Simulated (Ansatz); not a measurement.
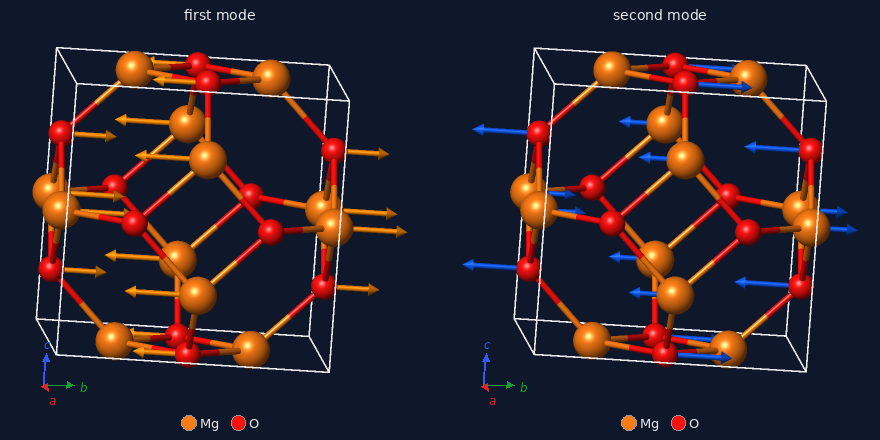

The system is MgO (Pm-3n, No. 223; 12 atoms in the cell); the picture shows the reference structure; its two panels give the patterns of the first and the second mode as arrows. The energy is mapped over two normal modes frozen in (zone-centre modes of the 12-atom cell of this scan). First axis: amplitude of mode 14 (373 cm⁻¹), largest displacement. Second axis: amplitude of mode 24 (512 cm⁻¹), largest displacement. Nothing is relaxed (the cell and all other modes fixed). Grid: 11 × 11 points; 61 points were computed and 60 follow by symmetry. Points are written as (first, second). All energies are given in eV per cell relative to the lowest grid point. Method: DFT LDA, scalar-relativistic, plane waves, PAW (Ansatz 0.2.0). Settings: cutoff 520 eV, k-mesh 4×4×4, gaussian smearing 0.05 eV, no spin polarisation.

Its coordinates:

```xyz
12
Lattice="5.5231 0.0000 0.0000 0.0000 5.5231 0.0000 0.0000 0.0000 5.5231" Properties=species:S:1:pos:R:3 pbc="T T T"
Mg    1.3808    0.0000    2.7615
Mg    0.0000    2.7615    1.3808
Mg    2.7615    4.1423    0.0000
Mg    4.1423    0.0000    2.7615
Mg    0.0000    2.7615    4.1423
Mg    2.7615    1.3808    0.0000
O     1.3808    2.7615    0.0000
O     2.7615    0.0000    1.3808
O     0.0000    4.1423    2.7615
O     4.1423    2.7615    0.0000
O     2.7615    0.0000    4.1423
O     0.0000    1.3808    2.7615
```

Range: amplitude of mode 14 (373 cm⁻¹), largest displacement from −0.072 to 0.072 Å; amplitude of mode 24 (512 cm⁻¹), largest displacement from −0.144 to 0.144 Å.

> What will the energy surface look like?

The lowest grid point is at (0.000 Å, 0.000 Å). It is the only kind of minimum in the scanned range. The highest grid point, (−0.072 Å, 0.144 Å), lies 1.08 eV above the lowest. The gap on the k-mesh is 2.9 eV at the lowest point and runs from 2.4 to 2.9 eV over the map.

```tsv
second ↓, first →	−0.072	−0.058	−0.043	−0.029	−0.014	0.000	0.014	0.029	0.043	0.058	0.072
0.144	1.08	1.02	0.96	0.93	0.91	0.90	0.90	0.93	0.96	1.01	1.08
0.115	0.76	0.69	0.64	0.60	0.58	0.57	0.58	0.60	0.64	0.69	0.75
0.086	0.50	0.44	0.39	0.35	0.33	0.32	0.33	0.35	0.39	0.44	0.50
0.058	0.32	0.26	0.21	0.17	0.15	0.14	0.15	0.17	0.21	0.26	0.32
0.029	0.22	0.15	0.10	0.06	0.04	0.04	0.04	0.06	0.10	0.15	0.22
0.000	0.18	0.12	0.06	0.03	0.01	0.00	0.01	0.03	0.06	0.12	0.18
−0.029	0.22	0.15	0.10	0.06	0.04	0.04	0.04	0.06	0.10	0.15	0.22
−0.058	0.32	0.26	0.21	0.17	0.15	0.14	0.15	0.17	0.21	0.26	0.32
−0.086	0.50	0.44	0.39	0.35	0.33	0.32	0.33	0.35	0.39	0.44	0.50
−0.115	0.75	0.69	0.64	0.60	0.58	0.57	0.58	0.60	0.64	0.69	0.76
−0.144	1.08	1.01	0.96	0.93	0.90	0.90	0.91	0.93	0.96	1.02	1.08
```

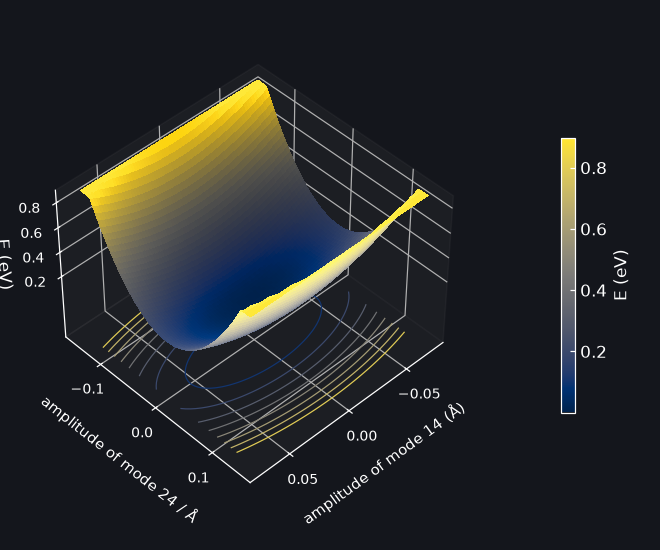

The picture shows a relief with its contours projected below, any walls above the top of the colour scale cut off. Between grid points the surface is interpolated.

Each point was launched as `ansatz run input.yaml --threads 4 --pin off --max-ram 8192MiB --backend cpu --events-out ev --progress --plain --runs-dir out`. The whole map (61 points run) took 6.7 min on 4 threads of Arm Neoverse V1, with other jobs on the host.

PAW datasets: the set soft_1.
